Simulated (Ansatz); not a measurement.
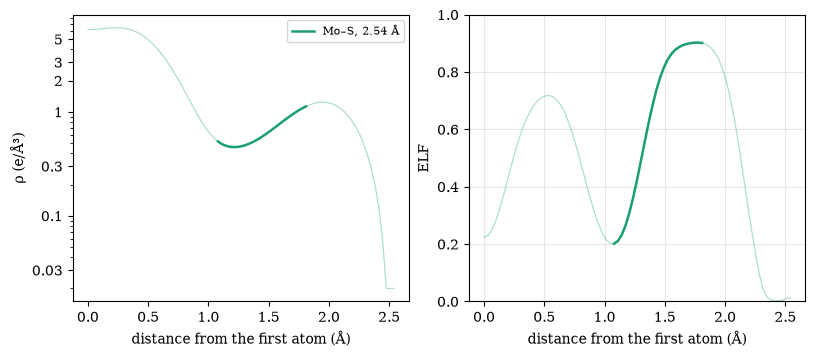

The picture shows: MoS2. Valence charge density (pseudo) and electron localisation function along straight lines between neighbouring atoms. Thin, pale parts lie inside the atomic spheres.

Space group Fm-3m; started from the fluorite prototype, which need not be the ambient phase; computed without spin polarisation.

Method: Ansatz 0.2.0, DFT, r2SCAN, plane waves, PAW.

Core electrons are frozen (PAW), and the valence fields are smoothed inside the atomic spheres.

### What can be read from the curves?

Mo–S (2.54 Å): ρ at the midpoint is about 0.47 e/Å³; the ELF peaks at about 0.90 in the valence shell of S, 0.8 Å from its nucleus, and is about 0.45 at the midpoint.
